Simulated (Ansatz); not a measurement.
**Al$_{4}$Ni: density, localisation and related maps**

The calculation's input:

```
crystal:
  lattice:
    - [-3.0833740127, 3.0833740127, 1.9304151655]
    - [3.0833740127, -3.0833740127, 1.9304151655]
    - [3.0833740127, 3.0833740127, -1.9304151655]
  atoms:
    - { symbol: Al, position: [0.7950231757, 0.6057364372, 0.4007596129] }
    - { symbol: Al, position: [0.3942635628, 0.7950231757, 0.1892867386] }
    - { symbol: Al, position: [0.6057364372, 0.2049768243, 0.8107132614] }
    - { symbol: Al, position: [0.2049768243, 0.3942635628, 0.5992403871] }
    - { symbol: Ni, position: [0.0, 0.0, 0.0] }
basis:
  ecutwfc: 420
kpoints:
  mp_grid: { grid: [12, 12, 12] }
hamiltonian:
  xc: pbe
scf:
  occupations: { method: gaussian, width: 0.1 }
output:
  forces: true
  stress: true
  eigenvalues: true
  write_density: true
  write_potential: true
  elf: true
  volumetric_format: npy
relax:
  adjacent_minimum: "off"
  f_tol: 0.01
  max_steps: 80
  cell: { stress_tol: 0.05 }
```

Launched as:

```sh
ansatz run input.yaml --threads 1 --pin off --max-ram 2560MiB --backend cpu --events-out ev --progress --plain --runs-dir out
```

Below, planes, directions and counts refer to the conventional cell (a = 6.16 Å, b = 6.16 Å, c = 3.87 Å, α = 90.00°, β = 90.00°, γ = 90.00°).

The fields are those of the relaxed geometry.

Space group I4/m; a structure generated by program, which may or may not match a known phase; computed without spin polarisation.

Theory: Ansatz 0.2.0, DFT PBE, scalar-relativistic, plane waves, PAW.

Core electrons are frozen (PAW), and the valence fields are smoothed inside the atomic spheres.

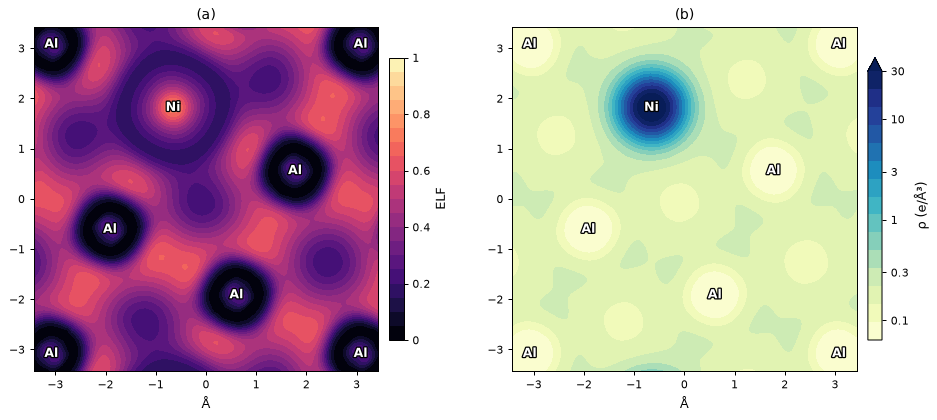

Figure 1. (a) electron localisation function; (b) valence pseudo-density on the (001) plane of the conventional cell.

Interpret the plot.

- The section cuts through Al and Ni sites.
- Al–Ni (2.73 Å): ρ is about 0.23 e/Å³ halfway; the ELF is about 0.45 at the midpoint.
- Al–Al (2.74 Å): ρ at the midpoint is about 0.22 e/Å³; the ELF peaks at about 0.65 between the atoms.
- Al–Al (2.84 Å): ρ is about 0.22 e/Å³ halfway; the ELF peaks at about 0.65 between the atoms.
- Between the atoms the lowest density in this plane is 0.13 e/Å³.
- The features right at Ni lie inside the PAW spheres, where the map follows smoothed inner orbitals and isn't to be read closely.

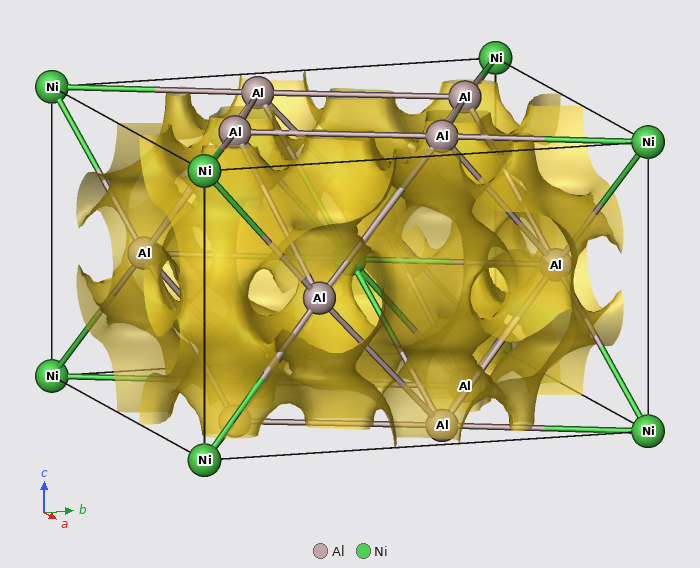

Figure 2. Isosurface of the electron localisation function at 0.55 (yellow), seen slightly off an axis. Only the valence region is drawn (cores and ρ < 0.01 e/Å³ removed). Sticks mark near contacts.

Identify the bonds, lone pairs and shells in this picture.

The ELF exceeds this value in one network that runs through the whole crystal, counted in one cell of 10 atoms. Regions shared between cells count once. Along the contacts the grid gives the following. Al–Al (2.68 Å): the ELF peaks at about 0.65 between the atoms.

Metal or insulator at this level of theory?

It is metallic or semimetallic at this level of theory: no gap opens.
